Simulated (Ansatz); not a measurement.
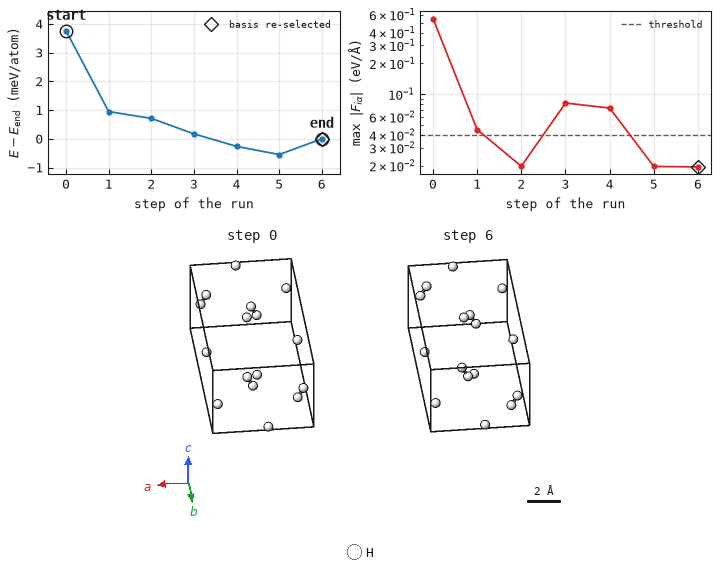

First and last geometry of a relaxation of a crystal of H (built on the database_62 type) (coarse preliminary run), with the history of the run. The picture is a ball-and-stick view of the cell of the calculation, seen from a free direction.

Case: structure listed in a database for this formula (Pnma, No. 62).

These are results of DFT PBEsol, scalar-relativistic, plane waves, PAW (Ansatz), not measurements.

Input file:
```yaml
crystal:
  lattice:
    - [6.18307875, 0.0, 0.0]
    - [0.0, 11.75828296, 0.0]
    - [0.0, 0.0, 4.56887025]
  atoms:
    - { symbol: H, position: [0.54692185, 0.75, 0.29404356] }
    - { symbol: H, position: [0.04692185, 0.75, 0.20595644] }
    - { symbol: H, position: [0.45307815, 0.25, 0.70595644] }
    - { symbol: H, position: [0.95307815, 0.25, 0.79404356] }
    - { symbol: H, position: [0.60309739, 0.75, 0.43733098] }
    - { symbol: H, position: [0.10309739, 0.75, 0.06266902] }
    - { symbol: H, position: [0.39690261, 0.25, 0.56266902] }
    - { symbol: H, position: [0.89690261, 0.25, 0.93733098] }
    - { symbol: H, position: [0.45007237, 0.99635423, 0.04398634] }
    - { symbol: H, position: [0.95007237, 0.50364577, 0.45601366] }
    - { symbol: H, position: [0.54992763, 0.49635423, 0.95601366] }
    - { symbol: H, position: [0.04992763, 0.00364577, 0.54398634] }
    - { symbol: H, position: [0.54992763, 0.00364577, 0.95601366] }
    - { symbol: H, position: [0.04992763, 0.49635423, 0.54398634] }
    - { symbol: H, position: [0.45007237, 0.50364577, 0.04398634] }
    - { symbol: H, position: [0.95007237, 0.99635423, 0.45601366] }
basis:
  ecutwfc: 420
kpoints:
  mp_grid: { grid: [4, 2, 4] }
hamiltonian:
  xc: pbesol
scf:
  occupations: { method: gaussian, width: 0.1 }
  lower_state_search: "off"
output:
  forces: true
  stress: true
  eigenvalues: true
relax:
  adjacent_minimum: "off"
  f_tol: 0.04
  max_steps: 70
  cell: { stress_tol: 0.4 }
```

### What do the curves and the structures tell?

It converged. Over 5 accepted moves (6 points after the start) the energy falls by 3.8 meV per atom. Largest force component: 0.55 eV/Å at the start, 0.019 eV/Å at the end. Pressure: 0.56 GPa at the start and −0.07 GPa at the end. At 1 point the geometry stayed and the basis and grid were re-selected for the new cell (energy shift of 0.5 meV per atom at most each time). The largest moves relative to the cell, 0.65 Å, are those of H5, H6, H7 and H8. H7 goes roughly along [−1 0 −3]. The volume changes by −4.7 %, with a 6.183 → 6.046 Å (−2.2 %), b 11.758 → 11.595 Å (−1.4 %), c 4.569 → 4.513 Å (−1.2 %). Some distances before and after: H10–H14 0.742 → 0.760 Å. The space group stays Pnma (No. 62).
